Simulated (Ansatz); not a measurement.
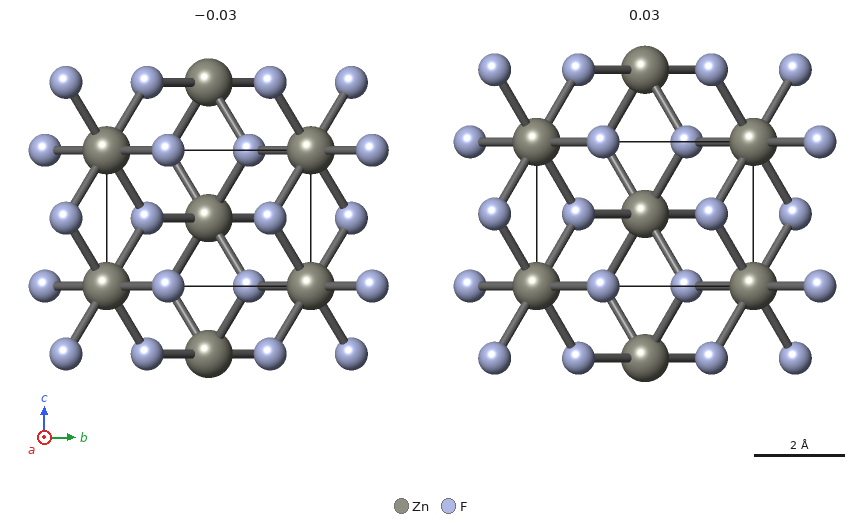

Solid ZnF$_{2}$ (set up in P4_2/mnm), under equal strain along all axes (cell held, atoms relaxed), with energies (extrapolated to zero smearing) counted from the relaxed crystal, which is the row at zero. The picture shows the first and the last member. A ball-and-stick model of the cell of the calculation, seen along the a axis.

Computed with Ansatz 0.2.0: DFT r2SCAN, scalar-relativistic, plane waves, PAW. Set-up: plane-wave cutoff 500 eV; k-point mesh 6 × 6 × 8; occupations gaussian; smearing width 0.02 eV; no spin polarisation; atoms relaxed in a fixed cell; force threshold 0.008 eV/Å.

| strain | energy (meV/atom) | a (Å) | c (Å) | band gap (eV) |
| --- | --- | --- | --- | --- |
| −0.03 | 39.11 | 4.561 | 3.034 | 4.39 |
| −0.02 | 16.77 | 4.608 | 3.065 | 4.35 |
| −0.01 | 4.07 | 4.655 | 3.096 | 4.31 |
| 0.0 | 0.00 | 4.703 | 3.127 | 4.28 |
| 0.01 | 3.68 | 4.750 | 3.159 | 4.25 |
| 0.02 | ? | ? | ? | ? |
| 0.03 | 30.99 | 4.844 | 3.221 | 4.16 |

Estimate the missing row from the others, and compare with the calculation.

A parabola through three neighbouring rows (0.0, 0.01, 0.03) gives, with Lagrange weights, (−0.3333)(0.00) + (1.0000)(3.68) + (0.3333)(30.99) = 14.01 meV/atom. The calculation gives 14.27 meV/atom (a = 4.797 Å, c = 3.190 Å). The estimate is 0.26 meV/atom too low. For the gap a parabola through the rows 0.0, 0.01, 0.03 gives 4.21 eV, and the calculation 4.22 eV (semilocal gaps, lower than measured ones as a rule). From the first member to the last: F–Zn 1.943 → 2.101 Å, F–Zn 1.986 → 2.085 Å.

The whole series:

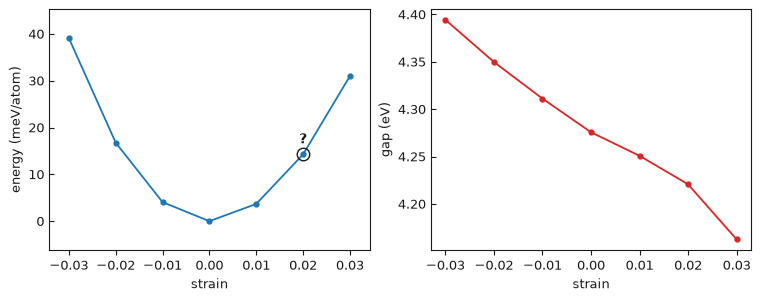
